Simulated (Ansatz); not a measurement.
## Electronic structure of Li$_{3}$Nb$_{2}$O$_{6}$ (slab) in real space

```
CELL_PARAMETERS angstrom
5.19520 0.00000 0.00000
-2.59760 4.49917 0.00000
0.00000 0.00000 25.11874
ATOMIC_POSITIONS crystal
Li 0.33333 0.66667 0.31799
Li 0.00000 0.00000 0.37998
O 0.35392 0.37444 0.35984
O 0.62556 0.97948 0.35984
O 0.02052 0.64608 0.35984
Nb 0.66667 0.33333 0.39402
Nb 0.33333 0.66667 0.41977
O 0.66490 0.64385 0.44821
O 0.35615 0.02105 0.44821
O 0.97895 0.33510 0.44821
Li 0.00000 0.00000 0.49125
Li 0.66667 0.33333 0.50875
O 0.00177 0.68949 0.55179
O 0.31051 0.31228 0.55179
O 0.68772 0.99823 0.55179
Nb 0.33333 0.66667 0.58023
Nb 0.00000 0.00000 0.60598
O 0.31274 0.95889 0.64016
O 0.04111 0.35385 0.64016
O 0.64615 0.68726 0.64016
Li 0.66667 0.33333 0.62002
Li 0.33333 0.66667 0.68201
```

These are results of DFT PBEsol, scalar-relativistic, plane waves, PAW in Ansatz 0.2.0, not measurements.

In a PAW calculation such maps are meaningful between the atoms, not at the nuclei.

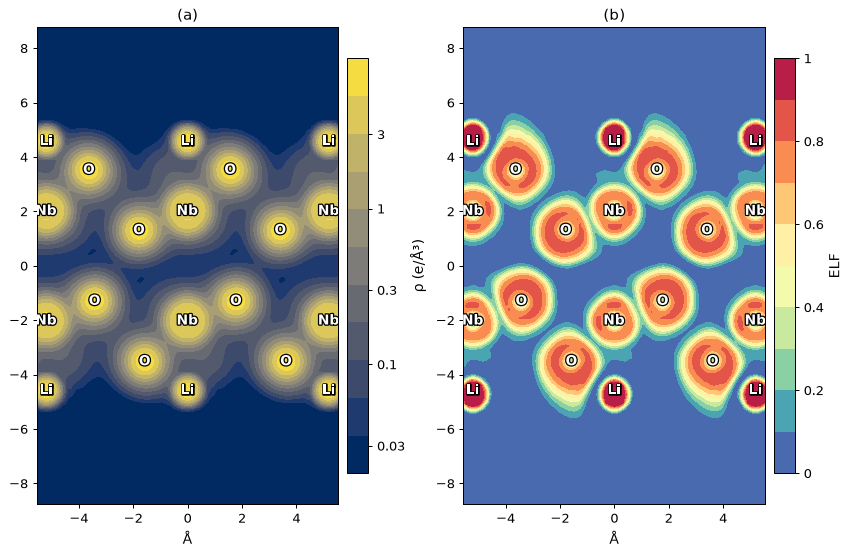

Figure 1. (a) valence charge density (pseudo); (b) ELF on the (010) plane of the calculation cell, a cut from vacuum to vacuum.

> Interpret the plot.

- Atoms in the plane: Li, O and Nb.
- Li–O (1.89 Å): ρ is about 0.43 e/Å³ halfway; the ELF peaks at about 0.85 in the valence shell of O, 0.6 Å from its nucleus, and is about 0.55 at the midpoint.
- Nb–O (1.92 Å): ρ is about 1.1 e/Å³ halfway; the ELF peaks at about 0.80 in the valence shell of O, 0.6 Å from its nucleus, and drops to about 0.25 between the two atoms (no shared electron pair shows on this line).
- Nb–O (2.18 Å): the density is about 0.57 e/Å³ at the midpoint; the ELF peaks at about 0.80 in the valence shell of O, 0.6 Å from its nucleus, and drops to about 0.20 between the two atoms; no localised pair shows between them.
- The density dies away to nearly zero in the vacuum.
- The features right at Li and Nb lie inside the PAW spheres, where the map follows smoothed inner orbitals and isn't to be read closely.

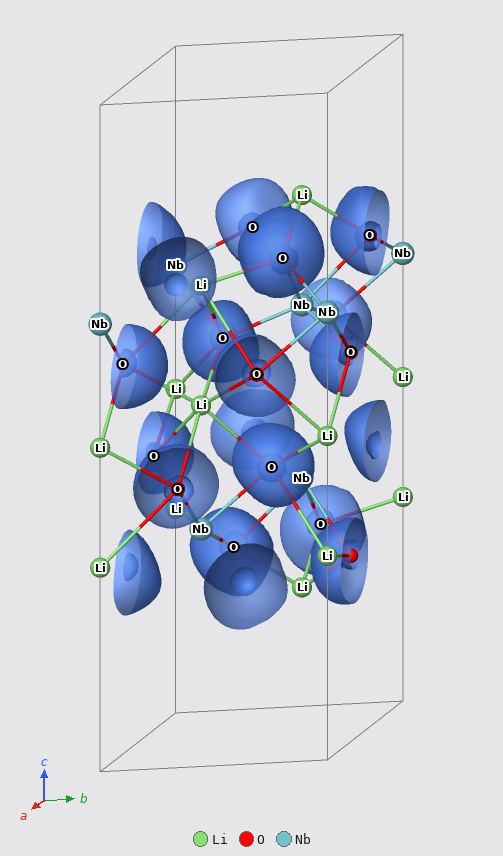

Figure 2. Isosurface of the ELF at 0.65 (blue), seen slightly off an axis. Only the valence region is drawn (cores and ρ < 0.01 e/Å³ removed). Sticks mark near contacts.

> Identify the bonds, lone pairs and shells in this picture.

At this value the surface marks out twelve regions wrapped around O (the valence shell of each), counted in one cell of 22 atoms. Counts are for one cell; the picture repeats the cell along the surface.

> Does the calculation give a band gap?

It is gapless in this calculation (a metal or semimetal).
